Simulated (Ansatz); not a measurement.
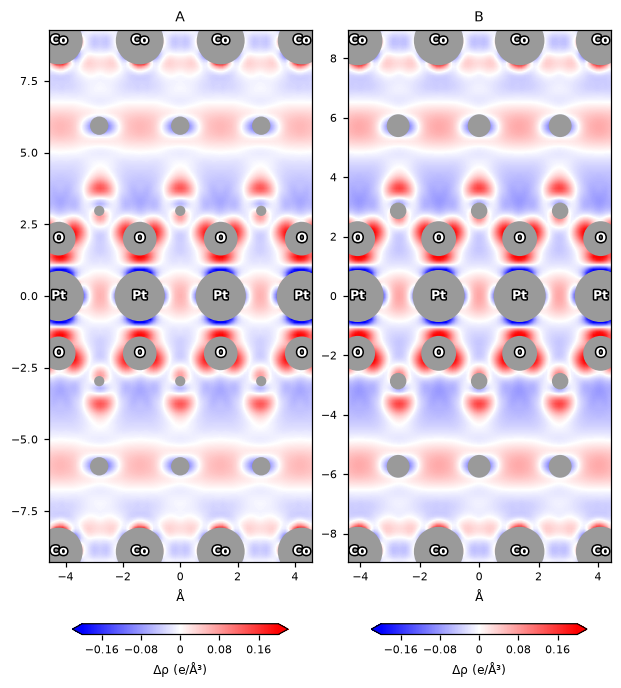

CoPtO2: deformation density on the (100) plane of the conventional cell at two volumes, with the same fractional coordinates and one colour scale. Grey discs cover the cores. Panel B has 90 % of the volume of panel A.

Space group R-3m; computed without spin polarisation. It comes out metallic at this level (no spin, no Hubbard term), which in such compounds can be an artefact. The cell comes from a database of computed structures, not from a measurement.

The calculation used DFT PBE, scalar-relativistic, plane waves, PAW (Ansatz 0.2.0).

> How do bonds, bonding charge and pressure respond to this change of volume?

The pressure is 6 GPa in A and 43 GPa in B.
Bader charges in A: Co +1.36, Pt +0.46 and O −0.91 e; in B: Co +1.36, Pt +0.47 and O −0.92 e.
The rearranged charge is 0.27 e an atom in A and 0.28 e in B.
